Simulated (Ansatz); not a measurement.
Al₇N₈ (cell charge +1, with a compensating background) (cell with a defect)

The calculation's input:

```
crystal:
  lattice:
    - [-3.11, -5.386678, 0.0]
    - [4.665, -2.693339, 0.0]
    - [0.0, 0.0, 4.98]
  atoms:
    - { symbol: Al, position: [0.510223, 0.6718657, -0.000336] }
    - { symbol: Al, position: [0.5058975, 0.3374342, 0.5111936] }
    - { symbol: "N", position: [0.503789, 0.6824861, 0.3740637] }
    - { symbol: "N", position: [0.5026806, 0.3265796, 0.8835424] }
    - { symbol: Al, position: [0.2449633, 0.8341325, 0.5058305] }
    - { symbol: "N", position: [0.251789, 0.158923, 0.3750758] }
    - { symbol: "N", position: [0.2494754, 0.8308215, 0.8888811] }
    - { symbol: Al, position: [-0.0153291, 0.6663054, 0.007168] }
    - { symbol: Al, position: [0.0020361, 0.3372419, 0.4983588] }
    - { symbol: "N", position: [-0.0032171, 0.6678626, 0.3703416] }
    - { symbol: "N", position: [0.0013174, 0.3304191, 0.8899967] }
    - { symbol: Al, position: [0.7524142, 0.180733, 0.0050018] }
    - { symbol: Al, position: [0.7429305, 0.8418204, 0.5122934] }
    - { symbol: "N", position: [0.7504768, 0.1644734, 0.372107] }
    - { symbol: "N", position: [0.7556358, 0.8310288, 0.877613] }
total_charge: 1
basis:
  ecutwfc: 420.0
kpoints:
  mp_grid: { grid: [2, 3, 3] }
hamiltonian:
  xc: pbe
  dispersion: d3bj
  pseudopotentials: { kind: paw, azcp: { folder: soft_1 } }
scf:
  occupations: { method: gaussian, width: 0.05 }
  lower_state_search: "off"
relax:
  f_tol: 0.03
  max_steps: 60
  adjacent_minimum: "off"
output:
  write_density: true
  write_potential: true
  elf: true
  volumetric_format: npy
```

Run with:

```sh
ansatz run input.yaml --threads 1 --pin off --max-ram 3072MiB --backend cpu --events-out ev --progress --plain --runs-dir out
```

The fields are those of the run's last geometry, not of the input's.

PAW files of the earlier set (soft_1).

Computed with Ansatz 0.2.0, DFT PBE-D3(BJ), scalar-relativistic, plane waves, PAW.

What can the converged valence pseudo-density and electron localisation function tell about the bonding?

Al–N (1.83 Å): ρ is about 0.77 e/Å³ halfway; the ELF peaks at about 0.90 between the atoms.
Al–N (1.83 Å): the density is about 0.77 e/Å³ at the midpoint; the ELF peaks at about 0.90 between the atoms.

Does the calculation give a band gap?

It is metallic or semimetallic at this level of theory: no gap opens.

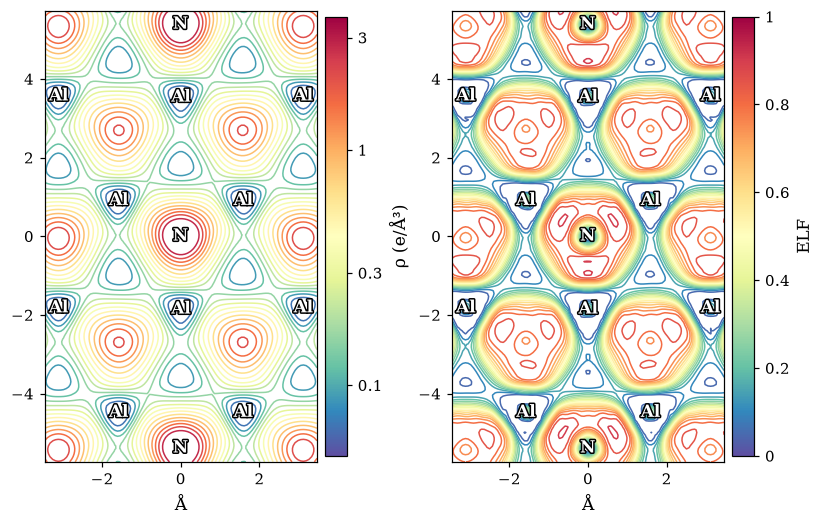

Computed valence pseudo-density and electron localisation function on the (001) plane of the calculation cell, in this order. Atoms just off the plane (N, 0.5 Å away) can leave unmarked features too.

Core electrons are frozen (PAW), and the valence fields are smoothed inside the atomic spheres.
